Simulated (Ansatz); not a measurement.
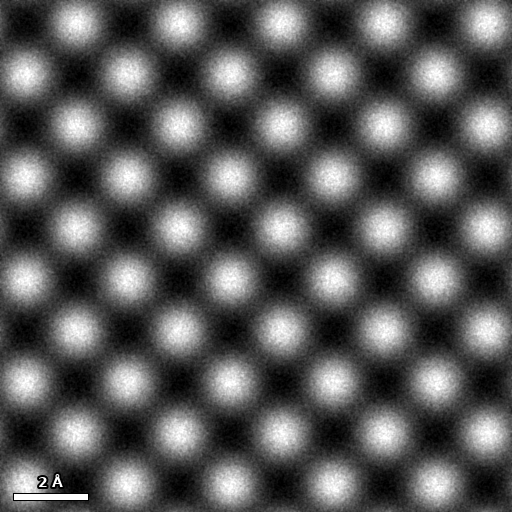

An image along [001] of one of the structures below (computed or model cells, partly hypothetical, each in its standard cell). The image is simulated as a sum over atoms of Z^1.8, blurred by a 1.17 Å probe (no channelling). The probe carries 25 % of its weight in a tail 2.5 times as wide. Shot noise was added.

A. Cr
Space group P6/mmm (No. 191). a = 4.254 Å, b = 4.254 Å, c = 2.304 Å, α = 90.00°, β = 90.00°, γ = 120.00°
| atom | site | symmetry | x | y | z |
| --- | --- | --- | --- | --- | --- |
| Cr | 1a | 6/mmm | 0.0000 | 0.0000 | 0.0000 |
| Cr | 2d | -6m2 | 0.3333 | 0.6667 | 0.5000 |

B. Cr
Space group Fm-3m (No. 225). a = 3.650 Å, b = 3.650 Å, c = 3.650 Å, α = 90.00°, β = 90.00°, γ = 90.00°
| atom | site | symmetry | x | y | z |
| --- | --- | --- | --- | --- | --- |
| Cr | 4a | m-3m | 0.0000 | 0.0000 | 0.0000 |

C. Cr
Space group Fd-3m:1 (No. 227). a = 5.612 Å, b = 5.612 Å, c = 5.612 Å, α = 90.00°, β = 90.00°, γ = 90.00°
```tsv
atom	site	symmetry	x	y	z
Cr	8b	-43m	0.2500	0.2500	0.7500
```

D. Cr
Space group Pm-3m (No. 221). a = 2.319 Å, b = 2.319 Å, c = 2.319 Å, α = 90.00°, β = 90.00°, γ = 90.00°
| atom | site | symmetry | x | y | z |
| --- | --- | --- | --- | --- | --- |
| Cr | 1a | m-3m | 0.0000 | 0.0000 | 0.0000 |

### Which of them gives this image?

C, Cr. Along [001] the projected cells are A 2.46 × 2.46 Å, 120°; B 1.83 × 1.83 Å, 90°; C 1.98 × 1.98 Å, 90°; D 2.32 × 2.32 Å, 90°. The image repeats as C does.

Structure C: the geometry given to an electronic-structure calculation, possibly off equilibrium; the starting structure was generated, so it need not be a known form of this composition.
